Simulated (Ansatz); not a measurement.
# Elastic-constant calculation, with input and output: GaSb (part 4 of 4)

GaSb (Fm-3m, 2 atoms in the cell); DFT HSE06, scalar-relativistic, plane waves, PAW, no spin polarisation (Ansatz 0.2.0); cutoff 420 eV, 10×10×10 k-mesh, Fermi–Dirac smearing of 0.15 eV. It belongs to a series of runs on one base structure; here: elastic constants, atoms relaxed.

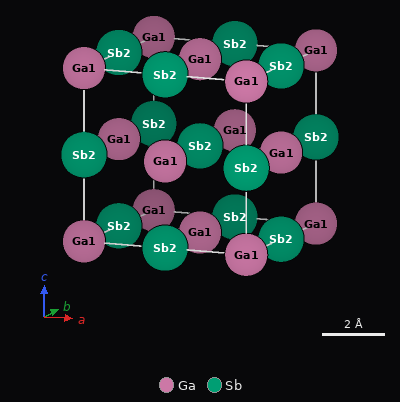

The structure as given in the input (spheres-only view of the cell 4 times as large as that of the calculation, set on its symmetry axes, seen slightly off an axis; atoms are numbered from 1 in the order of the input). An atom can appear more than once, as a periodic image.

## File elastic.tsv, continued
```
2	3.9055645910e1	1.1321736147e2	3.9055645910e1	2.1175823681e-22	-4.2351647363e-22	-1.5881867761e-22	3.8853681827e1	1.1301539739e2	3.8853681827e1	2.1175823681e-22	-4.2351647363e-22	-1.5881867761e-22	8.9268735791e-2	6.0090204942e-2	8.9268735791e-2	-1.2407709188e-24	6.2038545941e-25	9.0286438080e-41
3	3.9055645910e1	3.9055645910e1	1.1321736147e2	2.1175823681e-22	-1.5881867761e-22	2.4813452039e-38	3.8853681827e1	3.8853681827e1	1.1301539739e2	2.1175823681e-22	-1.5881867761e-22	2.4813452039e-38	8.9268735791e-2	8.9268735791e-2	6.0090204942e-2	-1.2407709188e-24	1.6543612251e-24	4.1359030628e-25
4	9.8607613153e-31	-1.2325951644e-32	1.2325951644e-32	6.5553160381e0	-4.9303806576e-31	2.9582283946e-31	9.8607613153e-31	-1.2325951644e-32	1.2325951644e-32	6.5553160381e0	-4.9303806576e-31	2.9582283946e-31	0.0000000000e0	0.0000000000e0	0.0000000000e0	6.9058214865e-3	3.6111186457e-35	6.0185310762e-36
5	1.5144635179e-62	-1.9721522631e-31	-7.5645696915e-33	9.8607613153e-32	6.5553160381e0	4.0400254249e-32	-5.2112501619e-17	-5.2112501619e-17	-5.2112501619e-17	9.8607613153e-32	6.5553160381e0	4.0400254249e-32	-1.3732482063e-65	-6.6819117752e-52	1.8568521738e-34	-1.8055593229e-35	6.9058214865e-3	4.3069331919e-37
6	-1.0856340892e-30	1.3321530302e-30	-8.6281661509e-32	1.5777218104e-30	-8.9706584936e-48	6.5553160381e0	5.6455210087e-17	5.6455210087e-17	5.6455210087e-17	1.5777218104e-30	-8.9706584936e-48	6.5553160381e0	5.1033858871e-36	3.8008269328e-34	5.3455294202e-51	1.5046327691e-36	-9.4503096132e-51	6.9058214865e-3
```

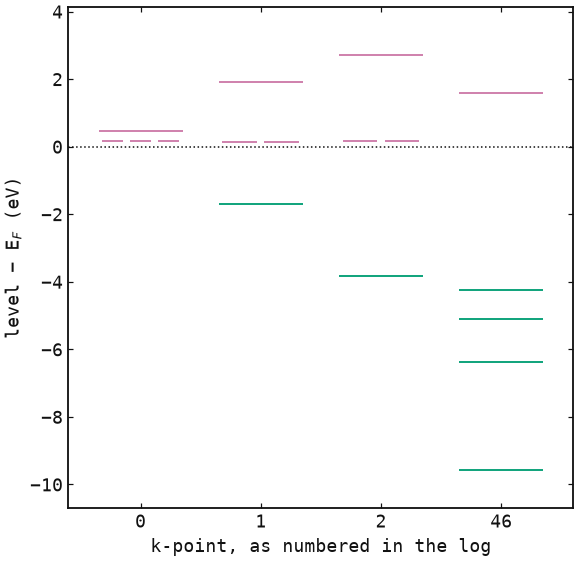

Kohn–Sham levels near the Fermi level (dotted) at the few k-points that the log prints; levels within 0.02 eV of each other stand side by side. The system is metallic on the full mesh.

The run was set up as follows.

## Input file
```yaml
crystal:
  lattice:
    - [0.0, 2.8671, 2.8671]
    - [2.8671, 0.0, 2.8671]
    - [2.8671, 2.8671, 0.0]
  atoms:
    - { symbol: Ga, position: [0.0, 0.0, 0.0] }
    - { symbol: Sb, position: [0.5, 0.5, 0.5] }
basis:
  ecutwfc: 420
kpoints:
  mp_grid: { grid: [10, 10, 10] }
hamiltonian:
  xc: hse06
scf:
  occupations: { method: fermi_dirac, width: 0.15 }
output:
  forces: true
  stress: true
  eigenvalues: true
elastic:
  mode: relaxed_ion
  amplitude: 0.005
```

Command:
```bash
ansatz run input.yaml --threads 4 --pin off --max-ram 12288MiB --backend cpu --events-out ev --progress --plain --runs-dir out
```

## Results in brief

```csv
quantity,value
outcome,converged
space group (tolerance 0.01 Å),Fm-3m (225)
electrons treated,28
free energy,−10272.0900 eV
Fermi energy,9.995 eV
gap on the k-point mesh,none (metallic)
pressure,0.20 GPa
bulk modulus (Hill),63.8 GPa
shear modulus (Hill),14.3 GPa
largest force (length of the vector),under 0.001 eV/Å
elastic stability,stable
hardware,"4 threads of Intel Xeon (Sapphire Rapids), 192 GiB of memory available, shared host"
wall time,22 min (CPU time 77 min)
peak memory,7.6 GiB
```

## Notes

Results for this metal are sensitive to the k-point mesh.
